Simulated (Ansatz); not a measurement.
# HfO2 (P2_1/c), small polaron or free hole

Question: is an added hole in HfO2 (P2_1/c) a free carrier or a small polaron? The trial puts it on a pair of O atoms pulled together. The model is a cell of 96 host atoms; several levels of theory are compared, with their cost.

Method: plane-wave PAW DFT, PBE0 form with 0.202 exact exchange; relaxation of all atoms of a supercell at fixed charge in a uniform background, in Ansatz 0.2.0.

In doubt: the hybrid run may have settled on a false gap or state (step 2), so the values of those runs are not to be relied on.

### 1. The starting structure

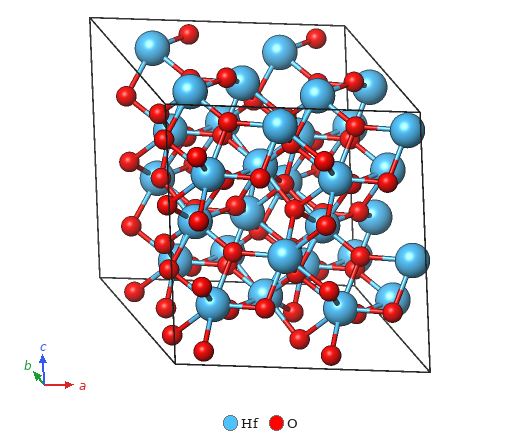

The cell as given, slightly off an axis (hafnium blue, oxygen red).

The cell holds 96 atoms: 32 Hf and 64 O. Its edges and angles: a = 10.191 Å, b = 10.354 Å, c = 10.541 Å, α = 90.0°, β = 99.6°, γ = 90.0°. It derives from HfO2 (space group P2_1/c). Nearest the centre at fractional (0.656, 0.605, 0.465): O84 at 1.08 Å, O91 at 1.08 Å, Hf73 at 1.72 Å, Hf88 at 1.74 Å, O53 at 2.52 Å, O78 at 2.66 Å, Hf50 at 2.67 Å, O93 at 2.74 Å. The cell carries charge +1.

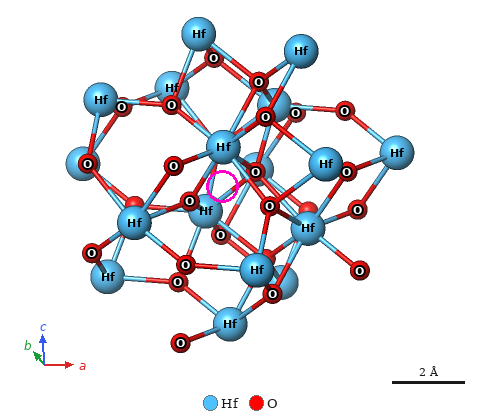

The atoms within 5 Å of the centre. A ring marks the centre wherever it is empty.

Known beforehand: the electronic dielectric constant, principal values (4.69, 5.06, 5.10), and the static one, principal values (14.94, 18.82, 20.95), computed on the host (DFPT, PBEsol).

The cell's shortest repeat is 10.2 Å.

The centre named in tables marks the trial (a pair of O atoms pulled together), and distances without another origin count from it. The distances above are those of the displaced start.

### 2. Relaxation with the hole, PBE0 (α = 0.202)

A share of exact exchange removes much of the self-interaction that would spread the carrier over the cell. Its share α is set to 1/ε∞ of the host. A carrier doesn't trap itself from the perfect lattice, where equivalent sites compete, so the atoms around the trial site start displaced and the spin starts there. The total moment is locked to that of one carrier.

qp1_M1_trap.hrelax/input.yaml reads:

```yaml
crystal:
  lattice:
    - [10.19133003, 0.0, -0.00380784]
    - [0.0, 10.35404655, 0.0]
    - [-1.7567397, 0.0, 10.39395736]
  atoms:
    - { symbol: Hf, position: [0.138573, 0.228522, 0.354089] }
    - { symbol: Hf, position: [0.361427, 0.478522, 0.395911] }
[... 2 atom lines left out ...]
    - { symbol: O, position: [0.223567, 0.370909, 0.489995] }
[... 4 atom lines left out ...]
    - { symbol: O, position: [0.464384, 0.418665, 0.079556] }
    - { symbol: O, position: [0.464384, 0.331335, 0.329556] }
[... 10 atom lines left out ...]
    - { symbol: O, position: [0.464384, 0.418665, 0.579556] }
[... 3 atom lines left out ...]
    - { symbol: Hf, position: [0.361427, 0.978522, 0.395911] }
    - { symbol: Hf, position: [0.361427, 0.771478, 0.145911] }
[... 2 atom lines left out ...]
    - { symbol: O, position: [0.276433, 0.620909, 0.260005] }
[... 4 atom lines left out ...]
    - { symbol: O, position: [0.464384, 0.831335, 0.329556] }
    - { symbol: O, position: [0.035616, 0.581335, 0.420444] }
[... 2 atom lines left out ...]
    - { symbol: Hf, position: [0.361427, 0.771478, 0.645911] }
    - { symbol: Hf, position: [0.138573, 0.521478, 0.604089] }
[... 2 atom lines left out ...]
    - { symbol: O, position: [0.276433, 0.629091, 0.510005] }
[... 1 atom line left out ...]
    - { symbol: O, position: [0.035616, 0.668665, 0.670444] }
    - { symbol: O, position: [0.464384, 0.918665, 0.579556] }
[... 2 atom lines left out ...]
    - { symbol: Hf, position: [0.638573, 0.228522, 0.354089] }
    - { symbol: Hf, position: [0.861427, 0.478522, 0.395911] }
[... 2 atom lines left out ...]
    - { symbol: O, position: [0.723567, 0.370909, 0.489995] }
[... 2 atom lines left out ...]
    - { symbol: O, position: [0.723567, 0.379091, 0.239995] }
[... 2 atom lines left out ...]
    - { symbol: O, position: [0.964384, 0.331335, 0.329556] }
    - { symbol: O, position: [0.535616, 0.081335, 0.420444] }
[... 1 atom line left out ...]
    - { symbol: Hf, position: [0.861427, 0.478522, 0.895911] }
    - { symbol: Hf, position: [0.861427, 0.271478, 0.645911] }
    - { symbol: Hf, position: [0.638573, 0.021478, 0.604089] }
[... 2 atom lines left out ...]
    - { symbol: O, position: [0.776433, 0.129091, 0.510005] }
    - { symbol: O, position: [0.723567, 0.379091, 0.739995] }
[... 1 atom line left out ...]
    - { symbol: O, position: [0.964384, 0.418665, 0.579556] }
[... 2 atom lines left out ...]
    - { symbol: Hf, position: [0.638573, 0.728522, 0.354089] }
    - { symbol: Hf, position: [0.861427, 0.978522, 0.395911] }
    - { symbol: Hf, position: [0.861427, 0.771478, 0.145911] }
    - { symbol: Hf, position: [0.638573, 0.521478, 0.104089] }
    - { symbol: O, position: [0.723567, 0.870909, 0.489995] }
    - { symbol: O, position: [0.776433, 0.620909, 0.260005] }
[... 1 atom line left out ...]
    - { symbol: O, position: [0.723567, 0.879091, 0.239995] }
    - { symbol: O, position: [0.535616, 0.668665, 0.170444] }
[... 1 atom line left out ...]
    - { symbol: O, position: [0.964384, 0.831335, 0.329556] }
    - { symbol: O, position: [0.553524, 0.584618, 0.426993], spin: 0.5 }
    - { symbol: Hf, position: [0.638573, 0.728522, 0.854089] }
[... 1 atom line left out ...]
    - { symbol: Hf, position: [0.861427, 0.771478, 0.645911] }
    - { symbol: Hf, position: [0.638573, 0.521478, 0.604089] }
[... 1 atom line left out ...]
    - { symbol: O, position: [0.776433, 0.620909, 0.760005] }
    - { symbol: O, position: [0.758526, 0.625807, 0.503456], spin: 0.5 }
    - { symbol: O, position: [0.723567, 0.879091, 0.739995] }
    - { symbol: O, position: [0.535616, 0.668665, 0.670444] }
    - { symbol: O, position: [0.964384, 0.918665, 0.579556] }
[... 1 atom line left out ...]
    - { symbol: O, position: [0.535616, 0.581335, 0.920444] }
  host:
    repeats: [2, 2, 2]
    atoms:
      - { symbol: Hf, position: [0.277146, 0.457045, 0.708178] }
      - { symbol: Hf, position: [0.722854, 0.957045, 0.791822] }
      # ... 10 more atoms of the perfect host
total_charge: 1
basis:
  ecutwfc: 420
  xc_grid: 2
hamiltonian:
  xc: { preset: pbe0, exx: 0.202 }
kpoints:
  mp_grid: { grid: [1, 1, 1] }
magnetization:
  spin_polarized: true
  initial_magnetization: 1
  spin_locking: { lock_magnetization: hard }
scf:
  occupations: { method: fixed }
  max_iter: 100
output:
  forces: true
  charged_corrections:
    epsilon: [[5.04, 0.0, 0.14], [0.0, 5.06, 0.0], [0.14, 0.0, 4.75]]
    static_epsilon: [[20.63, 0.0, 1.36], [0.0, 18.82, 0.0], [1.36, 0.0, 15.26]]
    defect_position: [0.656025, 0.605213, 0.465225]
relax:
  f_tol: 0.03
  max_steps: 45
  random_displacement: { amplitude: 0.02, seed: 8205 }
checkpoint:
  write: "../qp1_M1_trap.hrelax.run"
  compress: false
  write_wavefunctions: true
  write_every: 100000
```

Started as:

```
$ ansatz run input.yaml --threads 32 --pin off --max-ram 84787MiB --backend cuda --events-out ev --progress --plain --runs-dir out --max-vram 78GiB
```

Numbers of over 12 decimals in the logs are rounded to 6 here.

What it wrote:

```text
[... repeated set-up lines and file paths are left out, and long positions are rounded to six places ...]
Engine: ansatz 0.2.0, aarch64-unknown-linux-gnu
Pseudopotentials: kind: paw
Pseudopotential: Hf, paw, valence charge 26, recommended cutoff 420 eV (normal), Hf.paw.azcp
Pseudopotential: O, paw, valence charge 6, recommended cutoff 420 eV (normal), O.paw.azcp
Functional definition: unnamed
  parameter a_1 = 0.202
  exchange = (1 - a_1)*pbe_x + a_1*exact_x
  correlation = pbe_c
davidson cushion auto → on  (no smearing: the cushion is to keep the highest requested band from converging to the state above it; pin scf.eigensolver.cushion to override)
[...]
Crystal: 96 atoms, lattice volume = 1096.717 Å³
Basis set: ecut = 420 eV, 21483 PW (Γ), exchange–correlation on 144×144×144 points (8 copies of the dense FFT grid, shifted against one another)
Bands: 730, of which v1, the nominal top of the filled ones, is band 608 counted from 1 (607 counted from 0)
Symmetry: 1 space group operations
k-points: 1
Non-local potential: Hf, projectors of the file, l = 0: 3, l = 1: 2, l = 2: 2, l = 3: 3
Non-local potential: O, projectors of the file, l = 0: 2, l = 1: 2, l = 2: 1
PAW form: soft (Blöchl's): semilocal exchange-correlation on the pseudo side does not see the compensation charge
PAW frozen core: Hf, regenerated for the run's functional, and the local potential with it (the file was generated under x = pbe(κ = 0.804, μ = 0.219515), c = pbe(β = 0.066725))
PAW frozen core: O, regenerated for the run's functional, and the local potential with it (the file was generated under x = pbe(κ = 0.804, μ = 0.219515), c = pbe(β = 0.066725))
PAW one-centre angular grid: Hf, 590 points (default); XC on 64 Gauss nodes
PAW one-centre angular grid: O, 110 points (default); XC on 64 Gauss nodes
Initial density: superposition of atomic densities (chi_scale 0.1, normalization cell, long waves kept (reshape's long-wave potential 0.04 eV rms))
Starting moments: Σ|m| = 1 μB on 2 of 96 sites
Initial wavefunctions: pseudopotential atomic-orbital guess
[...]
Functional: x = pbe(κ = 0.804, μ = 0.219515), c = pbe(β = 0.066725), warm-up for x = 0.798 pbe(κ = 0.804, μ = 0.219515) + 0.202 exact, c = pbe(β = 0.066725)
iter 1 solved again at ethr=5.76e-3 eV; its pass at ethr=1.00e-1 eV (dr2=7.00e1 eV) is discarded
SCF iter   1: F=—  HF=-539608.310429 eV  |Δ(HF+E_count)|=         —  Δρ=4.33e-2 (↑4.26e-2 ↓4.33e-2)  dr2=7.19e1  dr2_m=3.09e-1  M=1.000 μB ∫|m|=1.223 μB  Hψ=9391  reapply=2
preconditioner: auto → none  [insulator: Δε(μ)=0.101 eV  Ē_g=18.966 eV  n_scr=410 (ndim 8)  ℏωp=38.0 eV  f_vac=0.007]
SCF iter   2: F=—  HF=-539588.447965 eV  |Δ(HF+E_count)|=    1.99e1  Δρ=2.37e-2 (↑2.37e-2 ↓2.36e-2)  dr2=1.81e1  dr2_m=1.38e-1  M=1.000 μB ∫|m|=1.167 μB  Hψ=3459
[...]
SCF iter  20: F=-539585.973123 eV  HF=-539585.973123 eV  |Δ(HF+E_count)|=   1.61e-8  Δρ=2.67e-6 (↑2.63e-6 ↓2.67e-6)  dr2=5.05e-8  dr2_m=5.14e-8  M=1.000 μB ∫|m|=1.232 μB  Hψ=3224
SCF 1 converged in 20 iterations: F = -539585.973123 eV  dr2 = 5.05e-8
  greatest PAW one-centre occupation: 0.999 electrons in one spin orbital (limit 2), on the Hf atom at site 87 (counted from 0), in its partial waves of l = 0
the semilocal start has a gap of 0.071 eV: under exact exchange another state, often on complex orbitals, can lie lower than the one that it leads to. A single point with scf.lower_state_search: full and scf.eigensolver.gamma_real: false can look for it
[...]
Starting moments: Σ|m| = 1 μB on 2 of 96 sites; this step starts from the density that it was given
[...]
Exchange kernel: α = 0.2020, full range, Wigner–Seitz truncation, v(0) = 3648.9345 eV·Å³, q-mesh 1×1×1, nearest image of the exchange supercell L = 10.19 Å, pair-density grid 50×50×50, without the augmentation charges, whose exchange is taken in its separable [...]
Frozen-core exchange: fock
[...]
SCF 2 stopped early in 7 iterations: F = -539534.419164 eV  dr2 = 7.26e-5
[...]
hybrid outer 1: dexx = +4.203e-1 eV, tail = 7.79e-3 eV
[...]
SCF 5 converged in 8 iterations: F = -539534.403591 eV  dr2 = 1.09e-9
[...]
relax step   1: F+E_penalty+E_count = -539534.40359110 eV  Δ(F+E_penalty+E_count) = +0.000e0 eV  max|allowed force component| = 4.850e0 eV/Å  Δτ_max = 0.0000 Å  (54 SCF iters, accepted)
[...]
hybrid outer 3: dexx = +5.566e-5 eV, tail = 3.89e-6 eV, Δε = 4.61e-3 eV (about 9.82e-4 eV left of the loop's levels), ΔF = 7.50e-2 eV/Å (tail 3.37e-2)
[...]
hybrid outer 2: dexx = +1.761e-3 eV, tail = 2.76e-4 eV, Δε = 2.40e-2 eV (about 9.13e-3 eV left of the loop's levels), ΔF = 1.50e0 eV/Å (tail 8.57e-1)
[...]
hybrid outer 1: dexx = +1.040e1 eV, tail = 3.72e-1 eV
[...]
hybrid outer 3: dexx = +3.741e-6 eV, tail = 8.08e-8 eV, Δε = 6.95e-4 eV (about 2.99e-5 eV left of the loop's levels), ΔF = 4.11e-2 eV/Å (tail 1.70e-2)
[...]
hybrid outer 1: dexx = +3.966e-1 eV, tail = 5.65e-3 eV
[...]
hybrid outer 3: dexx = +5.619e-5 eV, tail = 1.88e-6 eV, Δε = 2.26e-3 eV (about 5.32e-4 eV left of the loop's levels), ΔF = 1.14e-2 eV/Å (tail 7.94e-2)
[...]
hybrid outer 1: dexx = +1.865e0 eV, tail = 2.13e-2 eV
[...]
SCF 24 converged in 2 iterations: F = -539535.559843 eV  dr2 = 4.38e-10
[...]
hybrid outer 2: dexx = +3.205e-5 eV, tail = 4.62e-6 eV, Δε = 5.80e-3 eV (about 4.12e-4 eV left of the loop's levels), ΔF = 9.54e-2 eV/Å (tail 1.23e-1)
[...]
SCF iter   5: F=-539535.577979 eV  HF=-539535.577979 eV  |Δ(HF+E_count)|=  1.16e-10  Δρ=2.48e-7 (↑2.48e-7 ↓1.12e-7)  dr2=8.50e-10  dr2_m=2.41e-10  M=1.000 μB ∫|m|=1.411 μB sched 1.00e-12)  Hψ=3304
SCF 27 converged in 5 iterations: F = -539535.577979 eV  dr2 = 8.50e-10
[...]
hybrid outer 3: dexx = +7.181e-8 eV, tail = 4.16e-9 eV, Δε = 1.07e-4 eV (about 6.42e-6 eV left of the loop's levels), ΔF = 5.11e-3 eV/Å (tail 3.42e-3)
the filled states extend beyond the cell (their overlap across the Brillouin zone is 0.001, against 0 in a metal and nearly 1 for localised states). With one k-point a hybrid's gap, moments and forces can then be wrong. [...]
[...]
relax step   7: F+E_penalty+E_count = -539535.57797890 eV  Δ(F+E_penalty+E_count) = -8.894e-3 eV  max|allowed force component| = 1.369e-2 eV/Å  Δτ_max = 0.0148 Å  (13 SCF iters, accepted)
hybrid SCF converged: 3 outer / 13 inner (+0 warm-up), last move |dexx| = 7.18e-8 eV, tail = 4.16e-9 eV
Magnetization: 1.0000 μB (608.0000 up, 607.0000 down)
Absolute magnetization: 1.4171 μB (∫|ρ↑−ρ↓|, with the PAW one-centre terms)
Spin contamination: 0.0060 ħ² per cell (⟨S²⟩ above its minimum at these occupations)
Per-site moments (μB) at R_I (Å): [(-8.329366003884035e-5, 0.840676), (-0.00300822, 0.845573), (-0.00300448, 0.845607), [... 6 left out ...]
Free energy (F): -539535.577979 eV
Harris-Foulkes:  -539535.577979 eV  (|F-HF|=6.98e-10)
Internal energy: -539535.577979 eV  (E = F + TS)
E sigma→0 (E₀):  -539535.577979 eV
Fermi energy:    13.103010 (↑ 13.103010, ↓ 13.096264) eV
--- Per-component energies (eV) ---
  E_band       = -2646.256996
  E_kinetic    = 24674.053797
  E_local      = -195652.000502  (includes V_loc(G=0)·N_el)
  E_nonlocal   = -37126.132162
  E_hartree    = 89544.568856
  E_xc         = -11632.160500
  E_vxc        = -11830.725715  (∫ρ·V_xc dr)
  E_exx        = -4403.274515  (= α·E_x^exact, valence–valence)
  E_paw        = -229672.726638  (= ΣΔE_a)
  E_vpaw       = 47005.801016  (= ΣTr[D̂ρ^β])
  E_aug_tail   = 0.157916  (compensation charges beyond the density's cutoff)
  E_ewald      = -175295.791866
  E_core_change = 27.727639  (= ΣΔE_core)
  E_smearing   = -0.000000  (= −TS)
  E_closure    = -0.000003  (closes the sum)
  E_deformation_potential = 23.568884  (in the stress; not in F)
  Σ components = -539535.577979   (vs F -539535.577979, Δ=0.00e0)
--- Forces (eV/Å), atoms counted from 1 ---
  atom   1  Hf    -0.00565627     0.00100082     0.00299210
  atom   2  Hf     0.00412642     0.00924610    -0.00013312
  [... 4 atoms left out ...]
  [... 90 more lines of this table ...]
  max |Σ_I F_I| component: 8.50e-5 eV/Å
--- Charged-cell corrections in eV (Makov–Payne, q = +1.000 e, ε = [[20.630, 0.000, 1.360], [0.000, 18.820, 0.000], [1.360, 0.000, 15.260]]) ---
  F (periodic)     = -539535.577979  (uncorrected; the corrections below are reported, never added to it)
  E_corr1          = +0.108985  (monopole, q²α_M/2ε̄L, of the cell on which ε is isotropic)
  F Makov-Payne    = -539535.468993  (F + E_corr1; no measured alignment; for a localised charge, not one spread in a band: unchecked)
  no potential alignment in this run, which stands beside a crystal: run the host's input off ansatz write-host-input, and read the two finished runs by ansatz place-levels (neither reads a slab, a wire or a sheet, whose cell leaves a vacuum)
--- Band table (eV) ---
  k-point 0 ↑: bands = ["-49.3111", "-49.3051", "-49.3050", "-49.3031", "-49.3029", "-49.3025", "-49.3023", "-49.3012", "-49.2956", [... rest cut ...]
  k-point 0 ↓: bands = ["-49.3152", "-49.3093", "-49.3092", "-49.3072", "-49.3071", "-49.3067", "-49.3065", "-49.3053", "-49.2998", [... rest cut ...]
  guard bands above this table: 67 of the run's 730 bands. The solve was not asked for them (output.publish_guard_bands: true or output.eigenvalues: true publishes all)
--- Relaxed structure (7 steps of the walk, 5 accepted, 0 SCFs on fresh bases) ---
  F+E_penalty+E_count = -539535.57797890 eV   max|allowed force component| = 1.369e-2 eV/Å
  atoms:
    - { symbol: Hf, position: [0.137736, 0.228869, 0.354438] }
    - { symbol: Hf, position: [0.360315, 0.479337, 0.396431] }
    [... 4 atoms left out ...]
  [... 90 more lines of this table ...]
```

Wall time 98 s (1 × NVIDIA GB200 with 32 threads of Arm Neoverse V2, shared host); peak memory 2.8 GiB; 5.6 min of CPU time.

Relaxation path:

```
step  energy less that of the first step (eV)  largest force component (eV/Å)
   1                                   0.0000                          4.8495
   2                                  -0.9741                          0.9539
   3                                  -1.1138                          0.2750
   4                                  -0.7750                          1.0421
   5                                  -1.1655                          0.1350
   6                                  -1.1563                          0.1901
   7                                  -1.1744                          0.0137
```

Relaxation steps 4, 6 were tried and not accepted.

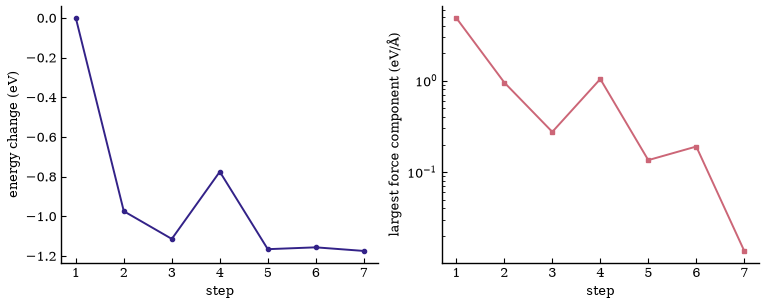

Energy and largest force along the relaxation.

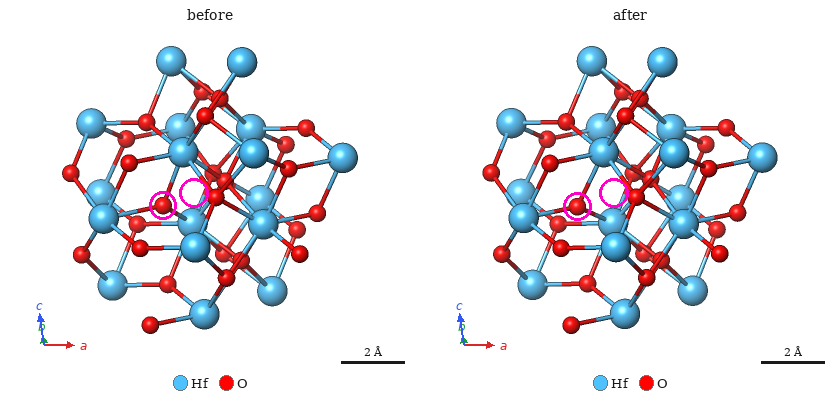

Before and after: the atoms that start within 5 Å of the centre. O84, which moves most, is ringed if it is among them. A ring with no atom in it marks the empty centre.

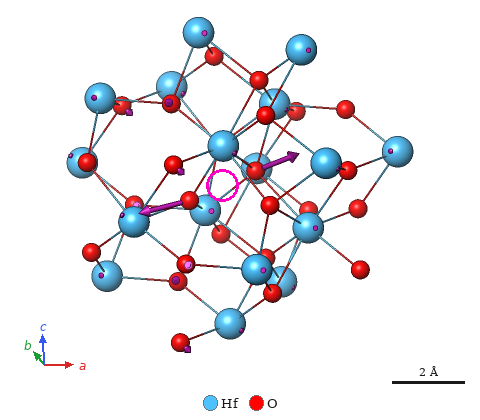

Displacements in the relaxation from the typed sites near the centre, exaggerated, the mean shift taken out; the longest in the cell stands for 0.20 Å. A ring marks the centre wherever it is empty.

The atoms that moved most (Å, from the sites as typed, ahead of the random displacement, the mean shift of all atoms taken out):

```
atom      dx      dy      dz  length
 O84  -0.189  -0.005  -0.055   0.197
 O91   0.168   0.035   0.060   0.181
 O81  -0.019  -0.030   0.013   0.038
 O22   0.019  -0.030  -0.014   0.038
 O57  -0.019  -0.030   0.013   0.038
 O72  -0.019   0.030   0.013   0.038
 O93  -0.019  -0.030   0.013   0.038
 O69  -0.019  -0.030   0.013   0.038
```

The moves above count from the input, in which the atoms at the trial site were already displaced.

Neighbours of the ideal centre at the end:

```
atom  distance (Å)
 O91         1.257
 O84         1.270
Hf73         1.730
Hf88         1.738
 O53         2.522
 O78         2.668
Hf50         2.680
 O93         2.754
```

The sizes of the moments in the atoms' spheres add to about 1.1 μB, shared by about 18 atoms in effect: the carrier has spread out.

### 3. The states that it is compared with

Its energy has a meaning only beside the cell without the carrier and the carrier left in the undistorted cell, under the same functional.

Times on 1 × NVIDIA GB200 with 32 threads of Arm Neoverse V2, shared host:

```
charge                     start                          kind  largest moment on one atom (μB)  time
     0               ideal sites                    relaxation                                -  34 s
    +1  the relaxed neutral cell  single point, state in doubt                             0.03  23 s
```

[end of part 1 of 2]

[Logs are printed without paths, hosts, clocks, repeated set-up lines and the standing remarks that a program may print on its own settings, such as how far it seeks lower states.]

[Hosts, paths, dates, database ids (printed as entryN), source tags and the programs' standing remarks are cut or masked in the printed files.]

[For some hosts the program warned that the k-mesh of the response run may be too coarse for force constants and the static dielectric constant; such warnings are not shown here.]
